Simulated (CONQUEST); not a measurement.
# Density-of-states run of Tl

- system: Tl (P-1, 2 atoms in the cell)
- method: Kohn-Sham DFT of a periodic cell, PBE, PseudoDojo NC PBE, no spin polarisation (CONQUEST 1.3)

The structure derives from a Materials Project entry.

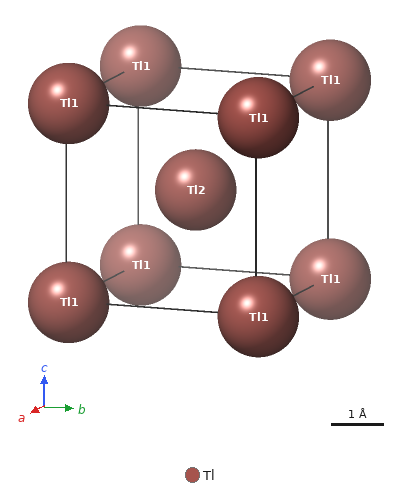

Figure 1. The structure as given in the input (spheres-only view of the cell of the calculation, seen slightly off an axis; atoms are numbered from 1 in the order of the input).

## The input
```
IO.Title Tl
IO.Coordinates coords.dat
IO.FractionalAtomicCoords T
IO.Iprint 2
IO.Iprint_init 1
General.NumberOfSpecies 1
General.PseudopotentialType hamann
AtomMove.TypeOfRun static
AtomMove.FullStress T
Grid.GridCutoff 100
DM.SolutionMethod diagon
Diag.MPMesh T
Diag.GammaCentred T
Diag.MPMeshX 6
Diag.MPMeshY 6
Diag.MPMeshZ 6
Diag.kT 0.00734986
minE.SCTolerance 1e-6
SC.MaxIters 100
IO.AtomChargeOutput T
SC.KerkerPreCondition T
SC.MaxPulay 2
IO.writeDOS T
IO.write_proj_DOS T
%block ChemicalSpeciesLabel
1 204.380 Tl
%endblock
```

Hardware: 1 thread of AMD EPYC (Zen 4), 16 GiB of memory available, shared host.

Launched with:
```bash
Conquest, then PostProcessCQ with the Process lines added to Conquest_input
```

## Log
```
Simulation cell dimensions:     7.3926 a0 x     7.3926 a0 x     7.3926 a0

      Atomic coordinates (a0)
         Atom         X         Y         Z  Species
            1    0.0192    0.0999    7.3566        1
            2    3.6501    3.6250    3.6858        1

         Monkhorst-Pack mesh:   6 x   6 x   6 gamma-centred
        This calculation includes non-local pseudopotentials,
         with a maximum core radius of      8.39869461

    Job title: Tl
    Job to be run: static calculation

    Ground state search:
      Support functions represented with PAO basis
      1:1 PAO to SF mapping
      Non-spin-polarised electrons
      Solving for the K matrix using diagonalisation
      Using Fermi-Dirac smearing

    Integration grid size:     36 x   36 x   36

    Integration grid spacing:  0.205 a0 x 0.205 a0 x 0.205 a0

    Number of species:  1
    --------------------------------------------------------
    |   #  mass (au)  Charge (e)  SF Rad (a0)  NSF  Label  |
    --------------------------------------------------------
    |   1    204.380      13.000        8.625   18  Tl     |
    --------------------------------------------------------
          SCF tolerance:                 0.00000100
          SCF iterations:               100

    The functional used will be GGA PBE96

           radial cut-off to be used is taken to be max PAO cut-off radius for this species:    8.398695

           greatest ang. mom. for making density from PAOs:  2
    Minimum blocs/proc is      729. Maximum blocs/proc is      729
    set_atom_dens: In set_atomic_density, electrons :      26.000000000000
 matrix_size & matrix_size_padH =           36          36

    Screened ion int: energy:     -91.391953492706 Ha

    new_SC_potl: Starting.  Tolerance:  0.10000E-05

    PulayMixSC: Starting Pulay mixing, A_up =  0.500 A_dn =  0.500
    PulayMixSC: Spin non-polarised calculation.
    PulayMixSC: with Kerker preconditioning, q0 =  0.100
          Harris-Foulkes Energy            :      -121.598818297164371 Ha
          GroundState Energy (E-(1/2)TS)   :      -121.601056139536595 Ha
          Free Energy (E-TS)               :      -121.603293981908834 Ha
          DFT Total Energy                 :      -121.587150973681219 Ha
          Total number of electrons        :        26.000000000000266
    PulayMixSC: Pulay iteration     1 residual:              0.17958E-02
          Harris-Foulkes Energy            :      -121.592727683616488 Ha
          GroundState Energy (E-(1/2)TS)   :      -121.594976075067152 Ha
          Free Energy (E-TS)               :      -121.597224466517815 Ha
          DFT Total Energy                 :      -121.591775734884038 Ha
          Total number of electrons        :        26.000026641726624
    PulayMixSC: Pulay iteration     2 residual:              0.50351E-03
          Harris-Foulkes Energy            :      -121.592180491869044 Ha
          GroundState Energy (E-(1/2)TS)   :      -121.594433038913778 Ha
          Free Energy (E-TS)               :      -121.596685585958511 Ha
          DFT Total Energy                 :      -121.592178843737884 Ha
          Total number of electrons        :        26.000042590909672
    PulayMixSC: Pulay iteration     3 residual:              0.15394E-03
          Harris-Foulkes Energy            :      -121.592179981953251 Ha
          GroundState Energy (E-(1/2)TS)   :      -121.594432736255115 Ha
          Free Energy (E-TS)               :      -121.596685490556979 Ha
          DFT Total Energy                 :      -121.592181520205656 Ha
          Total number of electrons        :        26.000047541204573
    PulayMixSC: Pulay iteration     4 residual:              0.86494E-04
          Harris-Foulkes Energy            :      -121.592182054404645 Ha
          GroundState Energy (E-(1/2)TS)   :      -121.594434824581285 Ha
          Free Energy (E-TS)               :      -121.596687594757910 Ha
          DFT Total Energy                 :      -121.592181886624573 Ha
          Total number of electrons        :        26.000050078812432
    PulayMixSC: Pulay iteration     5 residual:              0.88823E-05
          Harris-Foulkes Energy            :      -121.592182229773684 Ha
          GroundState Energy (E-(1/2)TS)   :      -121.594434911694734 Ha
          Free Energy (E-TS)               :      -121.596687593615783 Ha
          DFT Total Energy                 :      -121.592182222967097 Ha
          Total number of electrons        :        26.000050247943960
    PulayMixSC: Pulay iteration     6 residual:              0.31482E-05
          Harris-Foulkes Energy            :      -121.592182132926467 Ha
          GroundState Energy (E-(1/2)TS)   :      -121.594434768172349 Ha
          Free Energy (E-TS)               :      -121.596687403418215 Ha
          DFT Total Energy                 :      -121.592182134994431 Ha
          Total number of electrons        :        26.000050701005364
    PulayMixSC: Pulay iteration     7 residual:              0.11584E-05
          Harris-Foulkes Energy            :      -121.592182158333884 Ha
          GroundState Energy (E-(1/2)TS)   :      -121.594434781880551 Ha
          Free Energy (E-TS)               :      -121.596687405427218 Ha
          DFT Total Energy                 :      -121.592182158802004 Ha
          Total number of electrons        :        26.000050090773684
    PulayMixSC: Pulay iteration     8 residual:              0.53328E-06
    PulayMixSC: Reached SCF tolerance of  0.53328E-06 after      8 iterations
      | Number of electrons      =        26.000050
      |* band energy as 2Tr[K.H] =       -13.214398336827912 Ha
      |  screened ion-ion energy =       -91.391953492705795 Ha
      |  Ha correction           =         0.651085919493339 Ha
      |  XC correction           =       -17.636916003202881 Ha
      | GS Energy as E-(1/2)TS   =      -121.594434781880551 Ha
      | Free Energy as E-TS      =      -121.596687405427218 Ha
      |* Harris-Foulkes energy   =      -121.592182158333884 Ha
      |* DFT total energy        =      -121.592182158802004 Ha
      |  estimated accuracy      =         0.000000000468120 Ha
    get_E_and_F: Change in energy during last step of electronic optimisation: -0.25407E-07

    BIBLIOGRAPHY: Please consider citing the following references in the conquest.bib file

    CONQUEST:         Bowler2002pt, Miyazaki2004, Nakata2020
    Basis:            Bowler2019
    DM:               Bowler:2006xr
    Pseudopotentials: Hamann2013, Bowler2019
    XC functional:    Perdew1996
```

## File PostProcessCQ.log
```
CONQUEST charge density conversion and STM image simulation

D. R. Bowler (UCL) and A. Nakata (NIMS)

  Creating projected density of states (pDOS); also generating DOS

  Calculating density of states (DOS)
    Reading k-points from eigenvalues file, not setting from input file
    Fermi level:     -0.14696 Ha   (=    -3.999 eV)
  Reading bands between   -0.100E+13Ha and    0.100E+13Ha
  Bands     1 to    36 were written out by CONQUEST
  DOS lower limit set by user:     -0.59700 Ha
  DOS upper limit set by user:      0.20300 Ha
  Sigma set by user:     0.003000 Ha
  Dividing DOS into   301 bins of width     0.002747 Ha
 iDOS_low is    0.0000000000000000
  DOS between      -0.609 Ha and Ef integrates to       26.000 electrons
  DOS between      -0.609 Ha and       0.215 Ha integrates to       36.694 electrons

  Calculating projected density of states (DOS)
    Resolving in l
    Producing pDOS for all atoms in cell
  Opening block file: hilbert_make_blk.dat
  Original run on        1 processors
  Results of integrating pDOS between      -0.609 and       0.215 Ha (electrons per atom).
       Atom       Total        l=0        l=1        l=2
          1      13.000      1.653      1.187     10.160
          2      13.000      1.653      1.187     10.160
  Integrated pDOS:      26.000 electrons
```

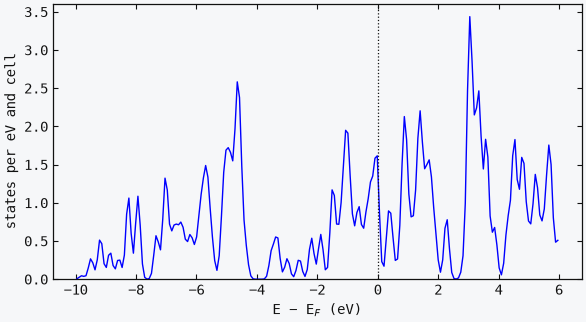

Figure 2. Density of states from the levels on the mesh of the run, whose fine structure reflects that mesh, with energies from the Fermi level of the run. At the top of the window the curve may fall because the computed bands end.

## Summary

| quantity | value |
| --- | --- |
| outcome | converged |
| space group (tolerance 0.01 Å) | P-1 (2) |
| electrons treated | 26 |
| free energy | −3308.8144 eV |
| Fermi energy of the self-consistent step | −3.999 eV |
| gap on the k-point mesh | none (metallic) |
| wall time | 27 s |
| peak memory | 0.36 GiB |

## Notes

Settings chosen away from the usual ones: SC.KerkerPreCondition set to T; SC.MaxPulay set to 2. Spin–orbit coupling is left out, which matters for Tl.
